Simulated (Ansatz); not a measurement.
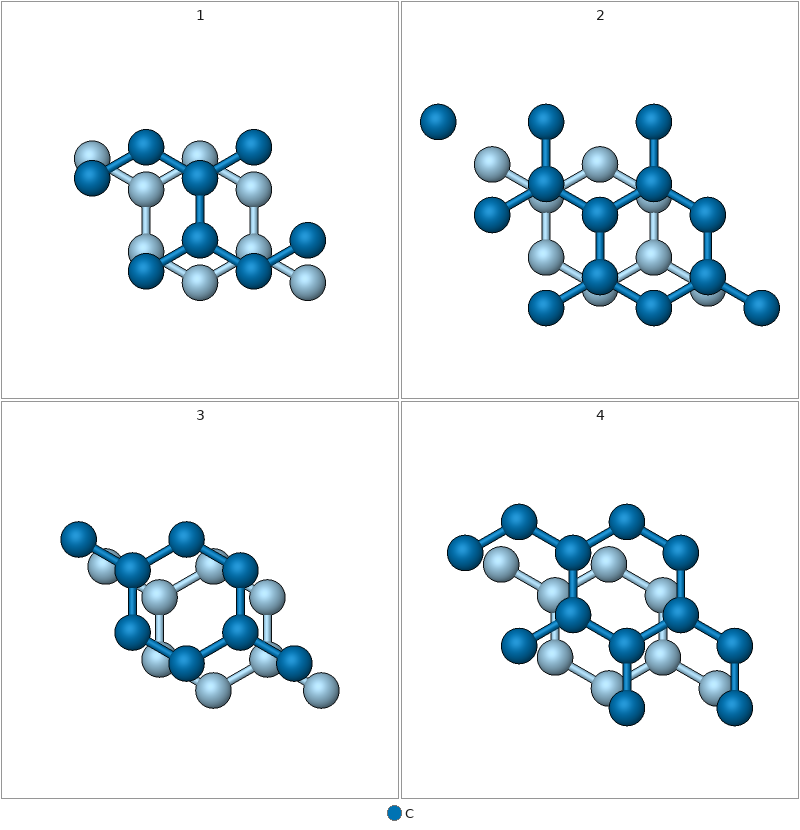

A bilayer of two C sheets, the upper one turned by 180 degrees about the normal (4 atoms in the cell). The upper layer of a bilayer is slid over the lower one; relaxed at each slide: nothing; the origin of the map has C3 above C1; the distance between the facing planes is held at 3.01 Å. Places are given modulo a cell vector. The map is drawn in real space over the plane of the slide. The scan uses a 6 × 6 grid; 7 points were computed and 29 follow by symmetry. Energies: J/m², counted from the lowest grid point. At a held distance the lowest stacking need not be the one that binds best once the distance relaxes. All numbers below come from DFT PBE+D3(BJ), scalar-relativistic, plane waves, PAW (Ansatz). Settings: cutoff 420 eV, k-mesh 15×15×1, gaussian smearing 0.1 eV, no spin polarisation.

The numbered pictures are structures from this grid. They are seen from 5° off the normal. The lower layer is drawn fainter.

Rank them by energy, lowest first.

2, at (0/6, 0/6) of the cell vectors: 0.000 J/m²; 1, at (1/6, 2/6) of the cell vectors: 0.023 J/m²; 4, at (0/6, 4/6) of the cell vectors: 0.069 J/m²; 3, at (3/6, 3/6) of the cell vectors: 0.092 J/m².

The map, with the structures marked:

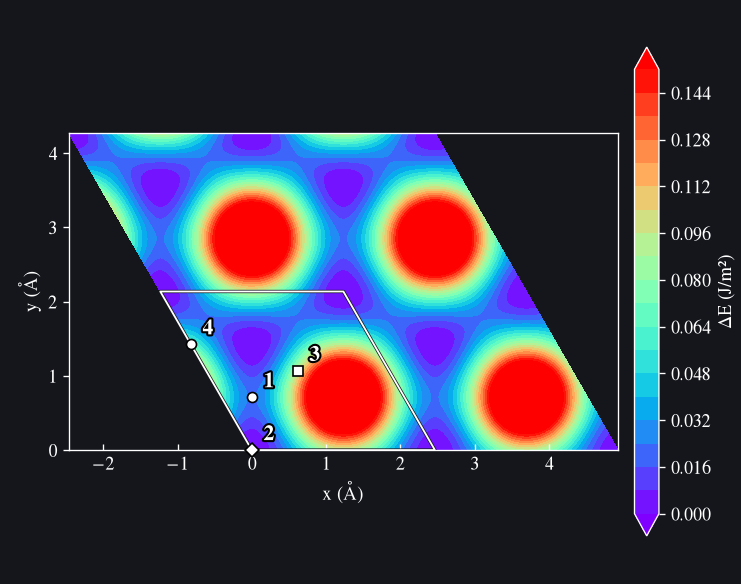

The picture shows filled contours, the outline of one cell of the 2 × 2 shown, one colour for all values above the top of the scale. Between grid points the surface is interpolated.

PAW datasets: the set soft_1.
